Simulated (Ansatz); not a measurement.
Run report: C, single-point calculation (part 1 of 2)

The run: single-point calculation of C (slab, 24 atoms in the cell). Method and program: DFT PBE+D3(BJ), scalar-relativistic, plane waves, PAW, PAW set soft_1, no spin polarisation (Ansatz 0.2.0).

The structure derives from an entry of the Crystallography Open Database. Figures and captions count atoms from 1; the log counts them from 0 in places.

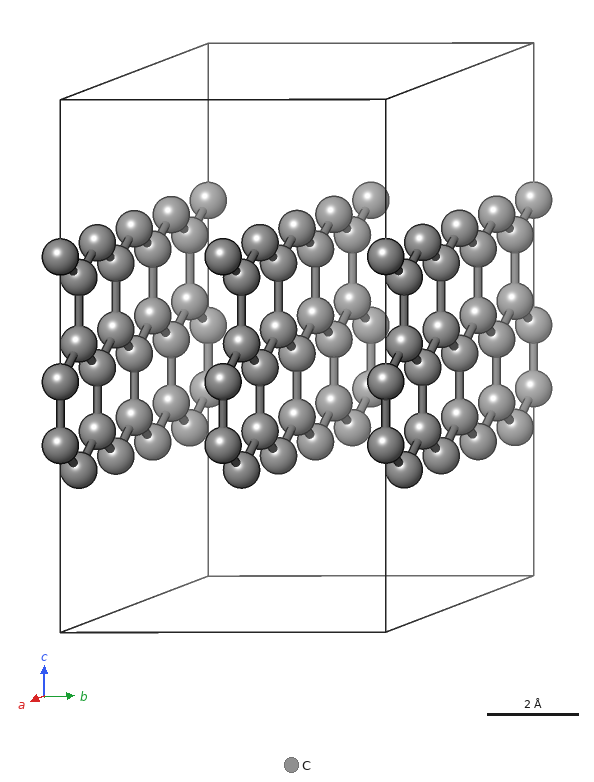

The input geometry (ball-and-stick view of the 2 × 1 repeat of the cell, with the vacuum cut short, seen slightly off an axis). An atom can appear more than once, as a periodic image.

**Input**
```yaml
crystal:
  lattice:
    - [4.9311586502, 0.0, 0.0]
    - [-2.4655793251, 6.7895556517, 0.0]
    - [0.0, 0.0, 23.7859273492]
  atoms:
    - { symbol: C, position: [0.25, 0.0, 0.1681666618] }
    - { symbol: C, position: [0.25, 0.5, 0.1681666618] }
    - { symbol: C, position: [0.75, 0.0, 0.1681666618] }
    - { symbol: C, position: [0.75, 0.5, 0.1681666618] }
    - { symbol: C, position: [0.0, 0.0, 0.1980626486] }
    - { symbol: C, position: [0.0, 0.5, 0.1980626486] }
    - { symbol: C, position: [0.5, 0.0, 0.1980626486] }
    - { symbol: C, position: [0.5, 0.5, 0.1980626486] }
    - { symbol: C, position: [0.0, 0.0, 0.2578893198] }
    - { symbol: C, position: [0.0, 0.5, 0.2578893198] }
    - { symbol: C, position: [0.5, 0.0, 0.2578893198] }
    - { symbol: C, position: [0.5, 0.5, 0.2578893198] }
    - { symbol: C, position: [0.25, 0.0, 0.2870659527] }
    - { symbol: C, position: [0.25, 0.5, 0.2870659527] }
    - { symbol: C, position: [0.75, 0.0, 0.2870659527] }
    - { symbol: C, position: [0.75, 0.5, 0.2870659527] }
    - { symbol: C, position: [0.25, 0.0, 0.3496842014] }
    - { symbol: C, position: [0.25, 0.5, 0.3496842014] }
    - { symbol: C, position: [0.75, 0.0, 0.3496842014] }
    - { symbol: C, position: [0.75, 0.5, 0.3496842014] }
    - { symbol: C, position: [0.0, 0.0, 0.3756812681] }
    - { symbol: C, position: [0.0, 0.5, 0.3756812681] }
    - { symbol: C, position: [0.5, 0.0, 0.3756812681] }
    - { symbol: C, position: [0.5, 0.5, 0.3756812681] }
basis:
  ecutwfc: 420
kpoints:
  mp_grid: { grid: [6, 4, 1] }
hamiltonian:
  xc: pbe
  pseudopotentials: { kind: paw, azcp: { folder: soft_1 } }
  dispersion: d3bj
scf:
  occupations: { method: gaussian, width: 0.05 }
output:
  forces: true
  eigenvalues: true
  write_density: true
  write_potential: true
  elf: true
  volumetric_format: npy
efield:
  axis: 3
  dipole_correction: true
  ramp_width: 0.04
```

Hardware: 2 threads of Arm Neoverse N1, 98 GiB of memory available, shared host.

Command:
```bash
ansatz run input.yaml --threads 2 --pin off --max-ram 6144MiB --backend cpu --events-out ev --progress --plain --runs-dir out
```

**What the program printed**
```
Warning: crystal.symmetry: narrowed to the stabiliser of the k-point mesh — unitary ops 16 → 8; excluded 8 operations that carry a point of the 6×4×1 mesh (shift [0, 0, 0]) off the mesh (the run samples exactly the mesh kpoints.mp_grid names, as under crystal.symmetry.detect: false, and its converged state has the mesh's symmetry, not the crystal's; ε∞, the Born charges and the force constants of a linear response (`dielectric:` by the response, `phonons.method: dfpt`) are averaged over those of the crystal's operations that the state keeps within a tolerance, where `mesh_tensors`, `unaveraged_element` or `gamma_mean_max_change_ev_ang2` stands beside them; a row that `dielectric.field_direction` solves alone is averaged likewise, with nothing beside; a Γ-centred mesh of equal divisions is mapped onto itself by every operation and keeps the whole group, as does a half-shifted one under kpoints.further_shifts: images)
Engine: ansatz 0.2.0, aarch64-unknown-linux-gnu
Pseudopotentials: kind: paw
Pseudopotential: C, paw, valence charge 4, recommended cutoff 420 eV (normal), [file]
Functional definition: PBE
  parameter kappa = 0.804
  parameter beta = 0.06672455060314922
  exchange = pbe_x(kappa = kappa, mu = beta*pi^2/3)
  correlation = pbe_c(beta = beta)
Crystal: 24 atoms, lattice volume = 796.362 Å³
Basis set: ecut = 420 eV, 15569 PW (Γ), exchange–correlation on 72×100×320 points (8 copies of the dense FFT grid, shifted against one another)
Bands: 72, of which v1, the nominal top of the filled ones, is band 48 counted from 1 (47 counted from 0)
Symmetry: 8 space group operations
k-points: 14 of 24
Non-local potential: C, projectors of the file, l = 0: 2, l = 1: 2, l = 2: 1
PAW form: soft (Blöchl's): semilocal exchange-correlation on the pseudo side does not see the compensation charge
PAW one-centre angular grid: C, 110 points (default); XC on 64 Gauss nodes
Initial density: superposition of atomic densities (neutral atoms: chi_scale 0, normalization atom)
Initial wavefunctions: pseudopotential atomic-orbital guess
Functional: x = pbe(κ = 0.804, μ = 0.2195149727645171), c = pbe(β = 0.06672455060314922)
SCF iter   1: F=—  HF=-6010.934624 eV  |F-HF|=—  |Δ(HF+E_count)|=         —  Δρ=6.42e-2  dr2=3.44e1  ethr=3.10e-3  p=-0.000 e·Å  D=-2.10e-7 V/Å  ΔV_dip=0.00 eV  dr2_dipole=2.13e0  V_vac-E_F(+/−)=8.68/8.68 eV  ⟨swp⟩=8.6  Hψ=5529  notcnv=0  defer=118
efield: sawtooth ramp at fractional position 0.7519 (placed from the atoms, in the widest stretch of the axis that holds none; the zero of the levels goes with the place), width 0.0400; the density the first Hamiltonian is built on has a dipole p = -0.000 e·Å; the dipole correction subtracts the counter field D = -2.10e-7 V/Å, which shifts the + side's vacuum level by +0.00 eV against the − side's; the planar-averaged density in the ramp window peaks in size at 2.8e-7 e/Å³
preconditioner: auto → LDOS  [metal: Δε(μ)=0.003 eV  Ē_g=14.105 eV  σ=0.050 eV  W_gap=0.03  n_scr=102 (ndim 8)  ℏωp=12.9 eV  f_vac=0.647  D(μ)=23.01/eV (n_scr^D=156)  β→1.0]
SCF iter   2: F=—  HF=-5999.421914 eV  |F-HF|=—  |Δ(HF+E_count)|=    1.15e1  Δρ=1.53e-2  dr2=3.02e0  ethr=3.10e-3  p=0.069 e·Å  D=1.56e-2 V/Å  ΔV_dip=-0.37 eV  dr2_dipole=1.07e-2  V_vac-E_F(+/−)=7.66/8.03 eV  ⟨swp⟩=3.4  Hψ=2489  notcnv=0  defer=234
SCF iter   3: F=—  HF=-5999.481091 eV  |F-HF|=—  |Δ(HF+E_count)|=   5.92e-2  Δρ=5.50e-3  dr2=7.80e-1  ethr=3.10e-3  p=0.085 e·Å  D=1.93e-2 V/Å  ΔV_dip=-0.46 eV  dr2_dipole=2.15e-3  V_vac-E_F(+/−)=7.26/7.72 eV  ⟨swp⟩=2.7  Hψ=1804  notcnv=0  defer=238
SCF iter   4: F=—  HF=-5999.374918 eV  |F-HF|=—  |Δ(HF+E_count)|=   1.06e-1  Δρ=3.06e-3  dr2=3.04e-1  ethr=8.12e-4  p=0.096 e·Å  D=2.19e-2 V/Å  ΔV_dip=-0.52 eV  dr2_dipole=1.38e-2  V_vac-E_F(+/−)=6.76/7.28 eV  ⟨swp⟩=2.1  Hψ=976  notcnv=0  defer=238
SCF iter   5: F=—  HF=-5999.333787 eV  |F-HF|=—  |Δ(HF+E_count)|=   4.11e-2  Δρ=1.73e-3  dr2=5.90e-2  ethr=3.17e-4  p=0.100 e·Å  D=2.27e-2 V/Å  ΔV_dip=-0.54 eV  dr2_dipole=8.09e-3  V_vac-E_F(+/−)=6.46/7.00 eV  ⟨swp⟩=2.4  Hψ=1250  notcnv=0  defer=238
SCF iter   6: F=—  HF=-5999.328703 eV  |F-HF|=—  |Δ(HF+E_count)|=   5.08e-3  Δρ=6.61e-4  dr2=6.35e-3  ethr=6.14e-5  p=0.101 e·Å  D=2.29e-2 V/Å  ΔV_dip=-0.54 eV  dr2_dipole=8.76e-4  V_vac-E_F(+/−)=6.37/6.92 eV  ⟨swp⟩=1.9  Hψ=1394  notcnv=0  defer=238
SCF iter   7: F=—  HF=-5999.328847 eV  |F-HF|=—  |Δ(HF+E_count)|=   1.44e-4  Δρ=3.69e-4  dr2=1.50e-3  ethr=6.62e-6  p=0.099 e·Å  D=2.24e-2 V/Å  ΔV_dip=-0.53 eV  dr2_dipole=4.91e-5  V_vac-E_F(+/−)=6.40/6.93 eV  ⟨swp⟩=2.4  Hψ=1346  notcnv=0  defer=238
SCF iter   8: F=—  HF=-5999.328747 eV  |F-HF|=—  |Δ(HF+E_count)|=   1.00e-4  Δρ=1.52e-4  dr2=4.07e-4  ethr=1.56e-6  p=0.098 e·Å  D=2.22e-2 V/Å  ΔV_dip=-0.53 eV  dr2_dipole=2.50e-5  V_vac-E_F(+/−)=6.40/6.93 eV  ⟨swp⟩=1.1  Hψ=771  notcnv=0  defer=238
SCF iter   9: F=—  HF=-5999.328725 eV  |F-HF|=—  |Δ(HF+E_count)|=   2.19e-5  Δρ=3.94e-5  dr2=1.77e-5  ethr=4.24e-7  p=0.097 e·Å  D=2.20e-2 V/Å  ΔV_dip=-0.52 eV  dr2_dipole=2.29e-10  V_vac-E_F(+/−)=6.41/6.93 eV  ⟨swp⟩=2.3  Hψ=1164  notcnv=0  defer=238
SCF iter  10: F=—  HF=-5999.329119 eV  |F-HF|=—  |Δ(HF+E_count)|=   3.94e-4  Δρ=1.72e-5  dr2=8.92e-6  ethr=1.84e-8  p=0.097 e·Å  D=2.20e-2 V/Å  ΔV_dip=-0.52 eV  dr2_dipole=2.65e-6  V_vac-E_F(+/−)=6.41/6.94 eV  ⟨swp⟩=2.3  Hψ=1450  notcnv=0  defer=238
SCF iter  11: F=—  HF=-5999.329119 eV  |F-HF|=—  |Δ(HF+E_count)|=   2.16e-7  Δρ=1.17e-5  dr2=3.04e-6  ethr=9.29e-9  p=0.097 e·Å  D=2.20e-2 V/Å  ΔV_dip=-0.52 eV  dr2_dipole=8.30e-7  V_vac-E_F(+/−)=6.41/6.94 eV  ⟨swp⟩=1.0  Hψ=770  notcnv=0  defer=238
SCF iter  12: F=—  HF=-5999.329120 eV  |F-HF|=—  |Δ(HF+E_count)|=   6.56e-7  Δρ=3.26e-6  dr2=1.96e-7  ethr=3.17e-9  p=0.097 e·Å  D=2.20e-2 V/Å  ΔV_dip=-0.52 eV  dr2_dipole=5.22e-8  V_vac-E_F(+/−)=6.41/6.94 eV  ⟨swp⟩=1.0  Hψ=770  notcnv=0  defer=238
SCF iter  13: F=-5999.329120 eV  HF=-5999.329120 eV  |F-HF|=5.06e-8  |Δ(HF+E_count)|=   1.12e-7  Δρ=8.58e-7  dr2=6.49e-9  ethr=1.04e-10  p=0.097 e·Å  D=2.20e-2 V/Å  ΔV_dip=-0.52 eV  dr2_dipole=3.51e-13  V_vac-E_F(+/−)=6.41/6.94 eV  ⟨swp⟩=35.4  Hψ=11611  notcnv=0
SCF 1 converged in 13 iterations: F = -5999.329120 eV  dr2 = 6.49e-9
  greatest PAW one-centre occupation: 0.699 electrons in one spin orbital (limit 2), on the C atom at site 23 (counted from 0), in its partial waves of l = 0
```

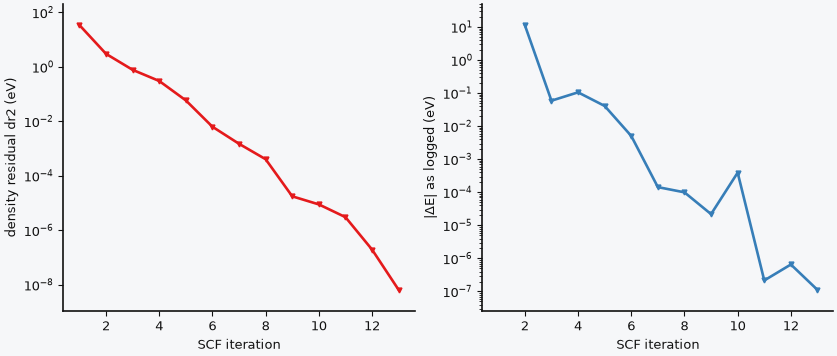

Convergence of the self-consistent field: density residual dr2 and size of the energy change against the SCF iteration. The residual falls at every step.

```
WARN: The input density's exchange-correlation potential varies sharply where the density is thin. Do not read a vacuum level from v_tot or v_xc, or from such a field of the output density. On a cell that repeats whose density bears no net charge and no dipole along the vacuum's axis use v_es (v_loc + v_h of the components); under efield.dipole_correction with no amplitude use v_es + v_field, which holds any external_charges[].barrier, or the levels of the report's work_function block, which leave it out; under a non-zero efield.amplitude the vacuum is tilted and has no level; on a cell that repeats and bears such a dipole with no correction it is tilted too, and efield.dipole_correction with no amplitude gives each side of its ramp a level where efield: is served; in a cell that repeats whose density bears a net charge (total_charge, or a fill off its count) it is curved and has none; of a slab under crystal.periodic whose density bears no net charge use v_es, which has a level on each side, short of where the two are joined; of another it falls or rises all the way out and has none; of a slab beside external_charges read slab_vacuum_level instead, which it has where they leave it neutral. The grid or the basis barely resolves most such structure, and the values can differ between equally converged runs; as a rule a tighter scf.convergence.dr2_threshold does not remove it. Where the density itself ripples (under the LDA too) a higher basis.ecutwfc lessens it. The files hold the spikes' plane waves up to the density's cutoff. Files: v_tot and the like, and their columns of v_z.tsv (output.write_potential); v_xc and the like, and their columns of v_comp_z.tsv (output.write_potential_components); where files of the output density stand in their place, no point of their own thin density is over the threshold below, and this is of outcome.potential() and, of a run that writes arrays (npy), the arrays of these names. Measured: with its Gaussian average of σ = 0.25 Å subtracted twice, the exchange-correlation potential is over 0.1 eV at 4 of the grid points where the equally averaged density (valence and model cores) is under 1e-3 e/Å³, and 0.234 eV at the most among them, at an averaged density of 2.7e-7 e/Å³. See output.write_potential in the manual, Limitations
SCF converged after 13 iterations
Free energy (F): -5999.329120 eV
Harris-Foulkes:  -5999.329120 eV  (|F-HF|=5.06e-8)
Internal energy: -5999.300901 eV  (E = F + TS)
E sigma→0 (E₀):  -5999.315011 eV
Entropy (-TS):   -0.028219 eV (-1.176 meV/atom)
Fermi energy:    -3.154473 eV
Dipole field:    D = 0.022035 V/Å  (p = 0.096974 e·Å, saw-weighted, corrected)
Work function:   Φ+ = 6.4135 eV   Φ− = 6.9376 eV
Levels:          The Fermi level and band energies are counted from a zero that moves with the ramp; work functions are not
--- Per-component energies (eV) ---
  E_band       = -1074.014837
  E_kinetic    = 2075.491200
  E_local      = -56675.617153  (includes V_loc(G=0)·N_el)
  E_nonlocal   = 573.989488
  E_hartree    = 27249.368507
  E_xc         = -1109.129843
  E_vxc        = -1363.462931  (∫ρ·V_xc dr)
  E_paw        = -2398.100673  (= ΣΔE_a)
  E_vpaw       = -183.115552  (= ΣTr[D̂ρ^β])
  E_aug_tail   = 0.000376  (compensation charges beyond the density's cutoff)
  E_efield     = 0.001068  (sawtooth field / dipole correction)
  E_vefield    = -0.039845  (∫n·V_field dr)
  E_ewald      = 24287.505327
  E_disp       = -2.809199  (pairwise vdW)
  E_smearing   = -0.028219  (= −TS)
  E_closure    = -0.000000  (closes the sum)
  Σ components = -5999.329120   (vs F -5999.329120, Δ=0.00e0)
```
